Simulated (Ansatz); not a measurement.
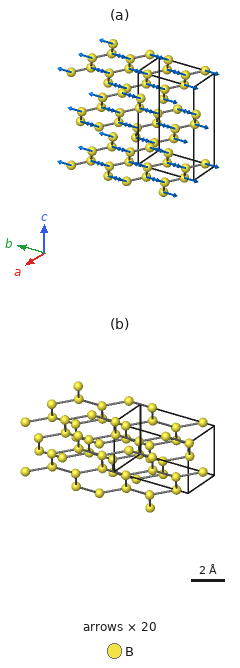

The structure of crystalline B (built on the C_69 type) (coarse preliminary run) before (top) and after (bottom) a relaxation, at one scale. The blue arrows give the displacements (the part carried along by the change of the cell is left out), magnified 20 times.

A ball-and-stick model of the conventional cell (4 times the calculation's cell), repeated 2 × 2 × 1 with one cell outlined, seen from a free direction. Lengths and directions refer to the drawn axes.

Case: C type (Fmmm, No. 69).

Method: Ansatz, DFT PBE, scalar-relativistic, plane waves, PAW.

The input:
```yaml
crystal:
  lattice:
    - [0.0, 2.021975216, 3.1826859536]
    - [1.1673650989, 0.0, 3.1826859536]
    - [1.1673650989, 2.021975216, 0.0]
  atoms:
    - { symbol: B, position: [0.16667, 0.83333, 0.16667] }
    - { symbol: B, position: [0.83333, 0.16667, 0.83333] }
basis:
  ecutwfc: 420
kpoints:
  mp_grid: { grid: [8, 8, 8] }
hamiltonian:
  xc: pbe
scf:
  occupations: { method: gaussian, width: 0.1 }
  lower_state_search: "off"
output:
  forces: true
  stress: true
  eigenvalues: true
relax:
  adjacent_minimum: "off"
  f_tol: 0.04
  max_steps: 70
  cell: { stress_tol: 0.4 }
```

### What changed between the two?

The largest moves relative to the cell, 0.052 Å, are those of B1 and B2. B1 goes along −b. The drawn cell changes as follows: a 2.335 → 2.951 Å (+26.4 %), b 4.044 → 5.408 Å (+33.7 %), c 6.365 → 3.382 Å (−46.9 %); the volume changes by −10.2 %. Some distances before and after: B1–B2 3.253 → 1.967 Å, B1–B1 3.390 → 2.244 Å, B1–B1 (another image) 2.335 → 3.080 Å, B1–B1 (another image) 2.335 → 2.951 Å. Bond angles that change, for instance: B2–B1–B2 120.0° → 111.5°, B2–B1–B2 120.0° → 124.3°. The space group stays Fmmm (No. 69). After 19 accepted moves (21 points after the start) the energy has fallen by 6.374 eV per cell of the calculation. Largest force component: 0.055 eV/Å at the start, 0.0071 eV/Å at the end. The pressure goes from 182.30 to 0.04 GPa. The SCF was repeated twice at an unchanged geometry on a basis and grid sized afresh for the cell, which shifted the energy by 0.103 eV per cell of the calculation at most. The run took roughly 14 core-seconds on a shared host.
